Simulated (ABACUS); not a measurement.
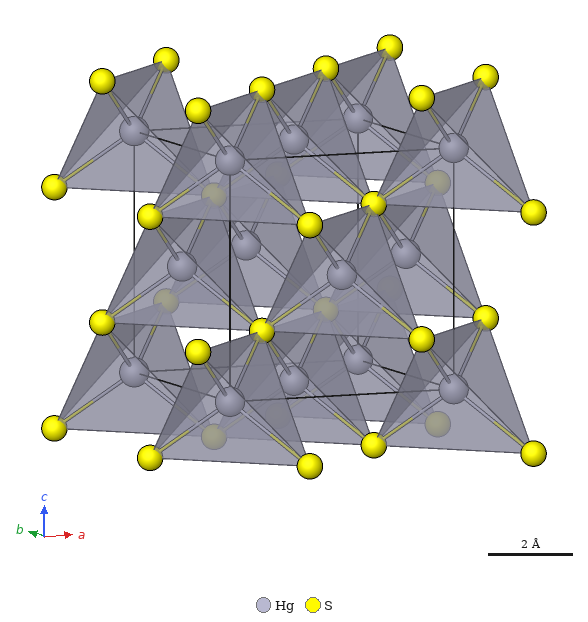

The structure (polyhedral view of the cell 4 times as large as that of the calculation, set on its symmetry axes, seen slightly off an axis; polyhedra are completed across the faces of the cell).

**HgS: band-structure run**

The run: band-structure run of HgS (2 atoms in the cell). Method and program: Kohn-Sham DFT of a periodic cell, PBE, SG15 ONCV 1.2 PBE, no spin polarisation (ABACUS 3.10.1).

The structure derives from an entry of the Crystallography Open Database. It belongs to a series of runs on one base structure; here: bands on the converged density.

The input
```
INPUT_PARAMETERS
suffix              HgS
calculation         nscf
basis_type          lcao
pseudo_dir          ./
orbital_dir         ./
symmetry            -1
dft_functional      pbe
ecutwfc             100.0
pseudo_rcut         10
nspin               1
nbands              23
ks_solver           genelpa
smearing_method     fd
smearing_sigma      0.00367493
scf_thr             1e-07
scf_nmax            100
mixing_type         broyden
mixing_beta         0.7
init_chg            file
out_band            1
```

File STRU
```
ATOMIC_SPECIES
Hg 200.5920 Hg_ONCV_PBE-1.2.upf
S 32.0600 S_ONCV_PBE-1.2.upf

NUMERICAL_ORBITAL
Hg_confined-atom_7au_4s3p3d1f.orb
S_confined-atom_7au_3s3p2d1f.orb

LATTICE_CONSTANT
7.8192648251

LATTICE_VECTORS
0.0000000000 0.7071067812 0.7071067812
0.7071067812 0.0000000000 0.7071067812
0.7071067812 0.7071067812 0.0000000000

ATOMIC_POSITIONS
Cartesian

Hg
0.0
1
0.0000000000 0.0000000000 0.0000000000 1 1 1

S
0.0
1
1.0606601718 1.0606601718 1.0606601718 1 1 1
```

File KPT
```
K_POINTS
12
Line
0.00000000 0.00000000 0.00000000 10 // G
0.50000000 0.00000000 0.50000000 10 // X
0.50000000 0.25000000 0.75000000 10 // W
0.37500000 0.37500000 0.75000000 10 // K
0.00000000 0.00000000 0.00000000 10 // G
0.50000000 0.50000000 0.50000000 10 // L
0.62500000 0.25000000 0.62500000 10 // U
0.50000000 0.25000000 0.75000000 10 // W
0.50000000 0.50000000 0.50000000 10 // L
0.37500000 0.37500000 0.75000000 1 // K
0.62500000 0.25000000 0.62500000 10 // U
0.50000000 0.00000000 0.50000000 1 // X
```

Hardware: 4 threads of Intel Xeon (Granite Rapids), 16 GiB of memory available, shared host.

Command:
```bash
OMP_NUM_THREADS=1 mpirun -np 4 abacus > log
```

What the program printed
```
ABACUS v3.10.1

               Atomic-orbital Based Ab-initio Computation at UStc

 ------------------------------------------------------------------------------------

 READING GENERAL INFORMATION
                           global_out_dir = OUT.HgS/
                           global_in_card = INPUT
                               pseudo_dir = ./
                              orbital_dir = ./
                                    DSIZE = 4
                                    GSIZE = 1

 READING UNITCELL INFORMATION
                                    ntype = 2
                  lattice constant (Bohr) = 7.81926
              lattice constant (Angstrom) = 4.13778

 READING ATOM TYPE 1
                               atom label = Hg
                      L=0, number of zeta = 4
                      L=1, number of zeta = 3
                      L=2, number of zeta = 3
                      L=3, number of zeta = 1
             number of atom for this type = 1

 READING ATOM TYPE 2
                               atom label = S
                      L=0, number of zeta = 3
                      L=1, number of zeta = 3
                      L=2, number of zeta = 2
                      L=3, number of zeta = 1
             number of atom for this type = 1

                        TOTAL ATOM NUMBER = 2
CARTESIAN COORDINATES ( UNIT =       7.819264825100 Bohr ).
    atom                   x                   y                   z     mag                  vx                  vy                  vz
tauc_Hg1            0.0000000000        0.0000000000        0.0000000000  0.0000        0.0000000000        0.0000000000        0.0000000000
tauc_S1            1.0606601718        1.0606601718        1.0606601718  0.0000        0.0000000000        0.0000000000        0.0000000000

                          Volume (Bohr^3) = 338.051
                             Volume (A^3) = 50.094

 Lattice vectors: (Cartesian coordinate: in unit of a_0)
                   +0           +0.707107           +0.707107
            +0.707107                  +0           +0.707107
            +0.707107           +0.707107                  +0
 Reciprocal vectors: (Cartesian coordinate: in unit of 2 pi/a_0)
            -0.707107           +0.707107           +0.707107
            +0.707107           -0.707107           +0.707107
            +0.707107           +0.707107           -0.707107
 The esolver type has been set to : ksdft_lcao

                PAO radial cut off (Bohr) = 10

 Read in pseudopotential file is Hg_ONCV_PBE-1.2.upf
                     pseudopotential type = NC
          exchange-correlation functional = PBE
                 nonlocal core correction = 0
                        valence electrons = 20
                                     lmax = 3
                           number of zeta = 0
                     number of projectors = 8
                           L of projector = 0
                           L of projector = 0
                           L of projector = 1
                           L of projector = 1
                           L of projector = 2
                           L of projector = 2
                           L of projector = 3
                           L of projector = 3
                PAO radial cut off (Bohr) = 10

 Read in pseudopotential file is S_ONCV_PBE-1.2.upf
                     pseudopotential type = NC
          exchange-correlation functional = PBE
                 nonlocal core correction = 0
                        valence electrons = 6
                                     lmax = 1
                           number of zeta = 0
                     number of projectors = 4
                           L of projector = 0
                           L of projector = 0
                           L of projector = 1
                           L of projector = 1
     initial pseudo atomic orbital number = 0

 SETUP THE ELECTRONS NUMBER
            electron number of element Hg = 20
      total electron number of element Hg = 20
             electron number of element S = 6
       total electron number of element S = 6
            AUTOSET number of electrons:  = 26
                           occupied bands = 13
                                   NLOCAL = 64
                                   NBANDS = 23
                                   NBANDS = 23
                                   NLOCAL = 64

%%%%%%%%%%%%%%%%%%%%%%%%%%%%%%%%%%%%%%%%%%%%%%%%%%%%%%%%%%%%%%%%%%%%%%%%%%%%%%%%%%%%%%%%%%%%%%%%%%%%%%%%%%
 Warning: the number of valence electrons in pseudopotential > 12 for Hg: [Xe] 4f14 5d10 6s2
 Pseudopotentials with additional electrons can yield (more) accurate outcomes, but may be less efficient.
 If you're confident that your chosen pseudopotential is appropriate, you can safely ignore this warning.
%%%%%%%%%%%%%%%%%%%%%%%%%%%%%%%%%%%%%%%%%%%%%%%%%%%%%%%%%%%%%%%%%%%%%%%%%%%%%%%%%%%%%%%%%%%%%%%%%%%%%%%%%%

 SETUP THE PLANE WAVE BASIS
 energy cutoff for charge/potential (unit:Ry) = 400
            fft grid for charge/potential = [ 50, 50, 50 ]
                        fft grid division = [ 5, 5, 5 ]
        big fft grid for charge/potential = [ 10, 10, 10 ]
                                     nbxx = 300
                                     nrxx = 37500

 SETUP PLANE WAVES FOR CHARGE/POTENTIAL
                    number of plane waves = 45671
                         number of sticks = 1675

 PARALLEL PW FOR CHARGE/POTENTIAL
     PROC   COLUMNS(POT)             PW
        1            419          11417
        2            419          11418
        3            419          11419
        4            418          11417
 --------------- sum -------------------
        4           1675          45671
                            number of |g| = 415
                                  max |g| = 618
                                  min |g| = 0

----------- Double Check Mixing Parameters Begin ------------
mixing_type: broyden
mixing_beta: 0.7
mixing_gg0: 1
mixing_gg0_min: 0.1
mixing_ndim: 8
----------- Double Check Mixing Parameters End ------------

 SETUP K-POINTS
                                    nspin = 1
                                   nkstot = 102
K-POINTS DIRECT COORDINATES
 KPOINTS    DIRECT_X    DIRECT_Y    DIRECT_Z  WEIGHT
       1  0.00000000  0.00000000  0.00000000  1.0000
       2  0.05000000  0.00000000  0.05000000  1.0000
       3  0.10000000  0.00000000  0.10000000  1.0000
       4  0.15000000  0.00000000  0.15000000  1.0000
       5  0.20000000  0.00000000  0.20000000  1.0000
       6  0.25000000  0.00000000  0.25000000  1.0000
       7  0.30000000  0.00000000  0.30000000  1.0000
       8  0.35000000  0.00000000  0.35000000  1.0000
       9  0.40000000  0.00000000  0.40000000  1.0000
      10  0.45000000  0.00000000  0.45000000  1.0000
      11  0.50000000  0.00000000  0.50000000  1.0000
      12  0.50000000  0.02500000  0.52500000  1.0000
      13  0.50000000  0.05000000  0.55000000  1.0000
      14  0.50000000  0.07500000  0.57500000  1.0000
      15  0.50000000  0.10000000  0.60000000  1.0000
      16  0.50000000  0.12500000  0.62500000  1.0000
      17  0.50000000  0.15000000  0.65000000  1.0000
      18  0.50000000  0.17500000  0.67500000  1.0000
      19  0.50000000  0.20000000  0.70000000  1.0000
      20  0.50000000  0.22500000  0.72500000  1.0000
      21  0.50000000  0.25000000  0.75000000  1.0000
      22  0.48750000  0.26250000  0.75000000  1.0000
      23  0.47500000  0.27500000  0.75000000  1.0000
      24  0.46250000  0.28750000  0.75000000  1.0000
      25  0.45000000  0.30000000  0.75000000  1.0000
      26  0.43750000  0.31250000  0.75000000  1.0000
      27  0.42500000  0.32500000  0.75000000  1.0000
      28  0.41250000  0.33750000  0.75000000  1.0000
      29  0.40000000  0.35000000  0.75000000  1.0000
      30  0.38750000  0.36250000  0.75000000  1.0000
[... 72 further k points ...]

           k-point number in this process = 102
       minimum distributed K point number = 102

[... K-POINTS CARTESIAN COORDINATES: 102 rows ...]

[... K-POINTS DIRECT COORDINATES: 102 rows ...]

 SETUP PLANE WAVES FOR WAVE FUNCTIONS
     energy cutoff for wavefunc (unit:Ry) = 100
              fft grid for wave functions = [ 50, 50, 50 ]
                    number of plane waves = 6855
                         number of sticks = 475

 PARALLEL PW FOR WAVE FUNCTIONS
     PROC   COLUMNS(POT)             PW
        1            119           1715
        2            118           1712
        3            119           1714
        4            119           1714
 --------------- sum -------------------
        4            475           6855

 SET NONLOCAL PSEUDOPOTENTIAL PROJECTORS
 SET NONLOCAL PSEUDOPOTENTIAL PROJECTORS
 max number of nonlocal projetors among all species is 8

 -------------------------------------------
 NONSELF-CONSISTENT
 -------------------------------------------

 SETUP SEARCHING RADIUS FOR PROGRAM TO SEARCH ADJACENT ATOMS
                  longest orb rcut (Bohr) = 7
   longest nonlocal projector rcut (Bohr) = 3.3
                     search radius (Bohr) = 20.6
              searching radius is (Bohr)) = 20.6
         searching radius unit is (Bohr)) = 7.82
                         PeriodicBoundary = 1
                        Radius(unit:lat0) = 2.63
                                   glayer = [ 5, 5, 5 ]
                             glayer_minus = [ 4, 4, 4 ]

Find the coordinate range of the input atom(unit:lat0).
                                  min_tau = [ -5.66, -5.66, -5.66 ]
                                  max_tau = [ 6.72, 6.72, 6.72 ]
                                BoxNumber = [ 9, 9, 9 ]

 SETUP EXTENDED REAL SPACE GRID FOR GRID INTEGRATION
                          real space grid = [ 50, 50, 50 ]
                 big cell numbers in grid = [ 10, 10, 10 ]
             meshcell numbers in big cell = [ 5, 5, 5 ]
                        extended fft grid = [ 11, 11, 11 ]
                dimension of extened grid = [ 33, 33, 33 ]
                            UnitCellTotal = 125
              Atom number in sub-FFT-grid = 2
    Local orbitals number in sub-FFT-grid = 64
                                ParaV.nnr = 75352
                                 init_chg = file
 try to read charge from file
 Read in the charge density: OUT.HgS//HgS-CHARGE-DENSITY.restart

 LCAO ALGORITHM --------------- ION=   1  ELEC=   1--------------------------------
[... levels at 102 k points of this process ...]

 Density error is 0.00000000000
----------------------------------------------------------
     Energy           Rydberg                 eV
----------------------------------------------------------
 E_KohnSham     -330.7691762154      -4500.3455192953
 E_KS(sigma->0) -330.7689695948      -4500.3427080776
 E_Harris       -330.7691762154      -4500.3455192953
 E_band         -36.3371492664       -494.3922791002
 E_one_elec     -206.5797092635      -2810.6611371674
 E_Hartree      106.0083990435       1442.3182628492
 E_xc           -32.0203298052       -435.6589371899
 E_Ewald        -198.1771229489      -2696.3380853518
 E_entropy(-TS) -0.0004132412        -0.0056224353
 E_descf        0.0000000000         0.0000000000
 E_exx          0.0000000000         0.0000000000
 E_Fermi        0.6178548064         8.4063459035
----------------------------------------------------------

 charge density convergence is achieved
 final etot is -4500.3455193 eV
 EFERMI = 8.4063459035 eV

 STATE ENERGY(eV) AND OCCUPATIONS    NSPIN == 1
 1/102 kpoint (Cartesian) = 0.0000 0.0000 0.0000 (1438 pws)
       1       -106.115      0.0196078
       2       -54.4571      0.0196078
       3       -54.4571      0.0196078
       4       -54.4571      0.0196078
       5       -4.94346      0.0196078
       6        1.23211      0.0196078
       7        1.23211      0.0196078
       8        1.23211      0.0196078
       9        2.14397      0.0196078
      10        2.14397      0.0196078
      11        7.94696      0.0196058
      12        8.34037      0.0154727
      13        8.34037      0.0154727
      14        8.34037      0.0154727
      15        14.3887    2.14049e-54
      16        14.3887    2.14049e-54
      17        14.3887    2.14049e-54
      18        18.4307        0.00000
      19        19.9394        0.00000
      20        19.9394        0.00000
      21        21.5077        0.00000
      22        21.5077        0.00000
      23        21.5077        0.00000

 2/102 kpoint (Cartesian) = 0.0000 0.070711 0.0000 (1422 pws)
       1       -106.115      0.0196078
       2       -54.4571      0.0196078
       3       -54.4571      0.0196078
       4       -54.4571      0.0196078
       5       -4.92677      0.0196078
       6        1.23002      0.0196078
       7        1.24393      0.0196078
       8        1.24393      0.0196078
       9        2.13836      0.0196078
      10        2.14780      0.0196078
      11        7.56965      0.0196078
      12        8.27267      0.0183421
      13        8.27267      0.0183421
      14        8.72798    3.14816e-05
      15        14.2165    6.69499e-53
      16        14.4654    4.61721e-55
      17        14.4654    4.61721e-55
      18        18.6942        0.00000
      19        19.5349        0.00000
      20        19.9350        0.00000
      21        21.6083        0.00000
      22        21.6083        0.00000
      23        21.7491        0.00000

 3/102 kpoint (Cartesian) = 0.0000 0.14142 0.0000 (1424 pws)
       1       -106.115      0.0196078
       2       -54.4572      0.0196078
       3       -54.4571      0.0196078
       4       -54.4571      0.0196078
       5       -4.87791      0.0196078
       6        1.22549      0.0196078
       7        1.27894      0.0196078
       8        1.27894      0.0196078
       9        2.12263      0.0196078
      10        2.15891      0.0196078
      11        7.06172      0.0196078
      12        8.08207      0.0195780
      13        8.08207      0.0195780
      14        9.26603    6.68803e-10
      15        13.8042    2.55235e-49
      16        14.6863    5.55912e-57
      17        14.6863    5.55912e-57
      18        18.7366        0.00000
      19        19.4112        0.00000
      20        19.9221        0.00000
      21        21.9061        0.00000
      22        21.9061        0.00000
      23        22.0984        0.00000

 4/102 kpoint (Cartesian) = 0.0000 0.21213 0.0000 (1431 pws)
       1       -106.115      0.0196078
       2       -54.4573      0.0196078
       3       -54.4572      0.0196078
       4       -54.4572      0.0196078
       5       -4.80074      0.0196078
       6        1.22339      0.0196078
       7        1.33576      0.0196078
       8        1.33576      0.0196078
       9        2.10042      0.0196078
      10        2.17627      0.0196078
      11        6.55396      0.0196078
      12        7.79968      0.0196077
      13        7.79968      0.0196077
      14        9.81183    1.21499e-14
      15        13.3170    4.35722e-45
      16        15.0301    5.74811e-60
      17        15.0301    5.74811e-60
      18        17.9708    1.64622e-85
      19        19.9016        0.00000
      20        20.3437        0.00000
      21        22.3904        0.00000
      22        22.3904        0.00000
      23        22.4172        0.00000

 5/102 kpoint (Cartesian) = 0.0000 0.28284 0.0000 (1422 pws)
       1       -106.115      0.0196078
       2       -54.4574      0.0196078
       3       -54.4572      0.0196078
       4       -54.4572      0.0196078
       5       -4.70193      0.0196078
       6        1.23007      0.0196078
       7        1.41174      0.0196078
       8        1.41174      0.0196078
       9        2.07860      0.0196078
      10        2.19821      0.0196078
      11        6.04559      0.0196078
      12        7.46284      0.0196078
      13        7.46284      0.0196078
      14        10.3372    3.32405e-19
      15        12.8564    4.35905e-41
      16        15.4730    8.16261e-64
      17        15.4730    8.16261e-64
      18        17.3273    6.39182e-80
      19        19.8751        0.00000
      20        21.3723        0.00000
      21        22.8450        0.00000
      22        23.0446        0.00000
      23        23.0446        0.00000

 6/102 kpoint (Cartesian) = 0.0000 0.35355 0.0000 (1410 pws)
       1       -106.115      0.0196078
       2       -54.4575      0.0196078
       3       -54.4573      0.0196078
       4       -54.4573      0.0196078
       5       -4.59052      0.0196078
       6        1.25022      0.0196078
       7        1.50256      0.0196078
       8        1.50256      0.0196078
       9        2.06858      0.0196078
      10        2.22262      0.0196078
      11        5.53246      0.0196078
      12        7.10693      0.0196078
      13        7.10693      0.0196078
      14        10.8063    2.79682e-23
      15        12.4709    9.73873e-38
      16        15.9957    2.35624e-68
      17        15.9957    2.35624e-68
      18        16.8692    6.09956e-76
      19        19.8449        0.00000
      20        22.2925        0.00000
      21        23.5742        0.00000
      22        23.8398        0.00000
      23        23.8398        0.00000

[... levels at 96 further k points ...]

 --------------------------------------------
 !FINAL_ETOT_IS -4500.345519295320 eV
 --------------------------------------------

 Output bands in file: OUT.HgS/BANDS_1.dat
```

Standard output
```
ABACUS
v3.10.1

               Atomic-orbital Based Ab-initio Computation at UStc

%%%%%%%%%%%%%%%%%%%%%%%%%%%%%%%%%%%%%%%%%%%%%%%%%%%%%%%%%%%%%%%%%%%%%%%%%%%%%%%%%%%%%%%%%%%%%%%%%%%%%%%%%
 Warning: the number of valence electrons in pseudopotential > 12 for Hg: [Xe] 4f14 5d10 6s2
 Pseudopotentials with additional electrons can yield (more) accurate outcomes, but may be less efficient.
 If you're confident that your chosen pseudopotential is appropriate, you can safely ignore this warning.
%%%%%%%%%%%%%%%%%%%%%%%%%%%%%%%%%%%%%%%%%%%%%%%%%%%%%%%%%%%%%%%%%%%%%%%%%%%%%%%%%%%%%%%%%%%%%%%%%%%%%%%%%

 UNIFORM GRID DIM        : 50 * 50 * 50
 UNIFORM GRID DIM(BIG)   : 10 * 10 * 10
 ---------------------------------------------------------
 ---------------------------------------------------------
 SPIN    KPOINTS         PROCESSORS  THREADS     NBASE
 1       102             4           4           64
 ---------------------------------------------------------
 Use Systematically Improvable Atomic bases
 ---------------------------------------------------------
 ELEMENT ORBITALS        NBASE       NATOM       XC
 Hg      4s3p3d1f-7au    35          1
 S       3s3p2d1f-7au    29          1
 ---------------------------------------------------------
 Initial plane wave basis and FFT box
 ---------------------------------------------------------
 -------------------------------------------
 NONSELF-CONSISTENT :
 -------------------------------------------
 START CHARGE      : file
 ITER       ETOT/eV          EDIFF/eV         DRHO     TIME/s
 GE1     -4.50034552e+03   0.00000000e+00   0.0000e+00   0.49
```

Summary

```tsv
quantity	value
outcome	converged
space group (tolerance 0.01 Å)	F-43m (216)
electrons treated	26
Fermi energy of the self-consistent step	8.386 eV
wall time	0.99 s (CPU time 3.5 s)
peak memory	0.48 GiB
```

Remarks

Points of doubt noted for this run: home made orbitals. Spin–orbit coupling is left out, which matters for Hg.
